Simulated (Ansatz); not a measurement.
Structure of Se:

```
Se
1.0
    11.55929    0.00000    0.00000
     0.00000    9.74835    0.00000
    -2.00236    0.00000    5.61239
Se
16
Direct
  0.36057 0.50000 0.59597
  0.63943 0.50000 0.40403
  0.71880 0.50000 0.11868
  0.28120 0.50000 0.88132
  0.04188 0.78166 0.86069
  0.95812 0.78166 0.13931
  0.95812 0.21834 0.13931
  0.04188 0.21834 0.86069
  0.86057 0.00000 0.59597
  0.13943 0.00000 0.40403
  0.21880 0.00000 0.11868
  0.78120 0.00000 0.88132
  0.54188 0.28166 0.86069
  0.45812 0.28166 0.13931
  0.45812 0.71834 0.13931
  0.54188 0.71834 0.86069
```

It is based on the end point of a relaxation with DFT PBE, scalar-relativistic, plane waves, PAW (Ansatz); the starting structure was generated, so it need not be a known form of this composition.

Where will the first 3 clear peaks of its X-ray PDF lie (peak width σ = 0.12 Å), and from which pairs do they come?

Answer. 1. 2.18 Å: Se–Se at 2.19 Å
2. 3.01 Å: Se–Se at 2.99–3.03 Å
3. 3.81 Å: Se–Se at 3.72–4.08 Å

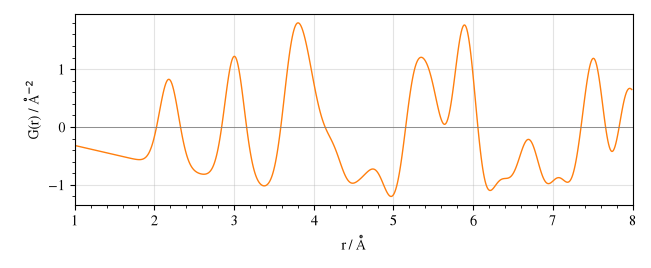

Simulated X-ray pair distribution function, G(r) = R(r)/r − 4πρ₀r, summed over the atomic distances of the structure with each pair weighted by the product of the atomic numbers (X-ray weights at Q = 0); every distance is a Gaussian of σ = 0.12 Å, damped by exp(−(Q_damp r)²/2) with Q_damp = 0.020 Å⁻¹. No termination ripples are included.
